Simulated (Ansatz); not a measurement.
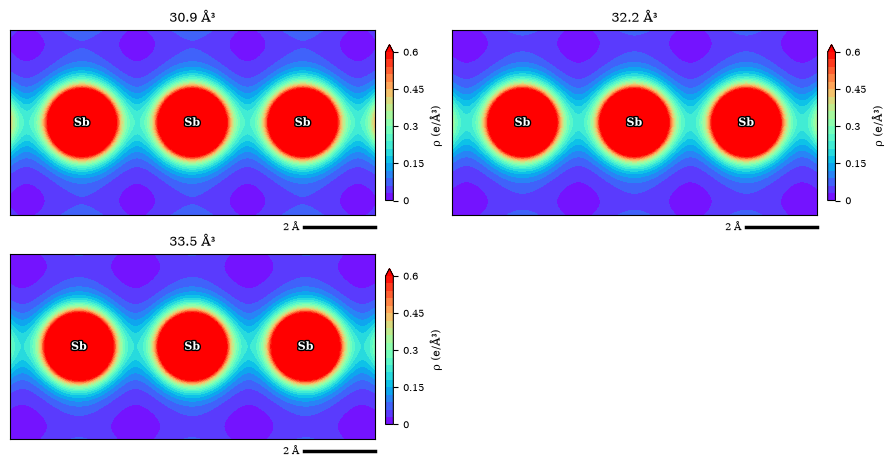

Sb. The valence charge density (pseudo) of cells scaled evenly to different volumes (given per atom above each panel), on the (011) plane of each (indices in the axes of the cell below), at one length scale and on one colour scale.

Theory: Kohn-Sham DFT of a periodic cell, LDA, Ansatz PAW in Ansatz.

The density is the valence pseudo-density of a PAW calculation; it isn't the true density close to the nuclei.

The largest cell:

```xyz
1
Lattice="3.2220 0.0000 0.0000 0.0000 3.2220 0.0000 0.0000 0.0000 3.2220" Properties=species:S:1:pos:R:3 pbc="T T T"
Sb    0.0000    0.0000    0.0000
```

| volume (Å³/atom) | Sb–Sb contact in the plane (Å) | ρ at its midpoint (e/Å³) | pressure (GPa) | 
| --- | --- | --- | --- |
| 30.92 | 3.139 | 0.235 | −4.9 | 
| 31.55 | 3.160 | ? | ? | 
| 32.19 | 3.181 | 0.221 | −6.5 | 
| 33.45 | 3.222 | 0.208 | −7.7 | 

What values belong in the row with question marks?

Over the known rows ln ρ falls by 1.47 per Å of Sb–Sb distance (a least-squares line), which gives 0.228 e/Å³ at 3.160 Å; the calculation gives 0.228 e/Å³. For the pressure, a straight line in volume between the neighbouring rows gives −5.7 GPa; the calculation gives −5.7.
